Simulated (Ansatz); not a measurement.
## Electronic structure of Ge in real space

```
CELL_PARAMETERS angstrom
5.67485 0.00000 0.00000
0.00000 5.67485 0.00000
0.00000 0.00000 5.67485
ATOMIC_POSITIONS crystal
Ge 0.00000 0.00000 0.00000
Ge 0.50000 0.50000 0.00000
Ge 0.50000 0.00000 0.50000
Ge 0.00000 0.50000 0.50000
Ge 0.25000 0.25000 0.25000
Ge 0.75000 0.75000 0.25000
Ge 0.75000 0.25000 0.75000
Ge 0.25000 0.75000 0.75000
```

Space group Fd-3m; a structure from a database of computed crystals, not necessarily the ambient phase.

The calculation used DFT r2SCAN, scalar-relativistic, plane waves, PAW in Ansatz.

In a PAW calculation such maps are meaningful between the atoms, not at the nuclei.

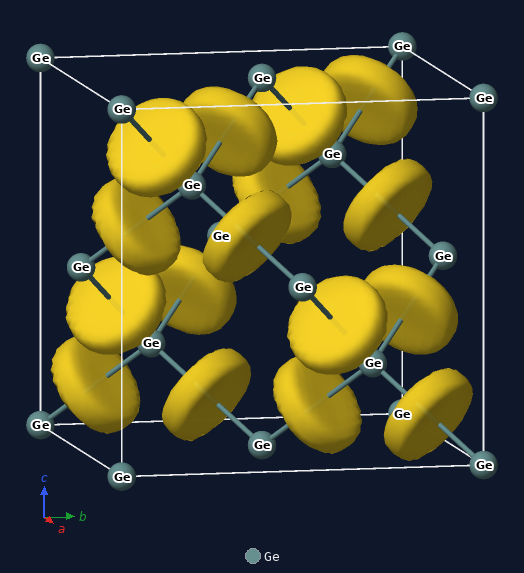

Figure 1. Isosurface of the ELF at 0.6 (yellow), seen slightly off an axis. Core shells and regions of very low density are left out. Sticks mark near contacts.

**What do the ELF domains correspond to?**

The surface consists of 16 regions between bonded Ge–Ge atoms (shared pairs), counted in one cell of 8 atoms. Any copies at cell faces, edges or corners count once. Profiles from the grid: Ge–Ge (2.46 Å): the ELF peaks at about 0.80 between the atoms, as expected for a shared electron pair.

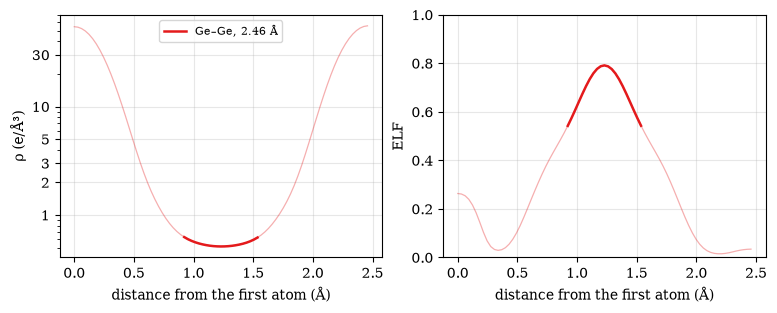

Figure 2. Valence charge density (pseudo) and ELF along straight lines between neighbouring atoms. Thin, pale parts lie inside the atomic spheres.

**What can be read from the curves?**

Ge–Ge (2.46 Å): ρ is about 0.51 e/Å³ halfway; the ELF peaks at about 0.80 between the atoms; a covalent bond.

**Does the calculation make it a metal, or give it a gap?**

It is gapped, with a Kohn–Sham gap of 0.36 eV on the k-point mesh (the band edges may lie off the mesh, which would make the gap smaller).
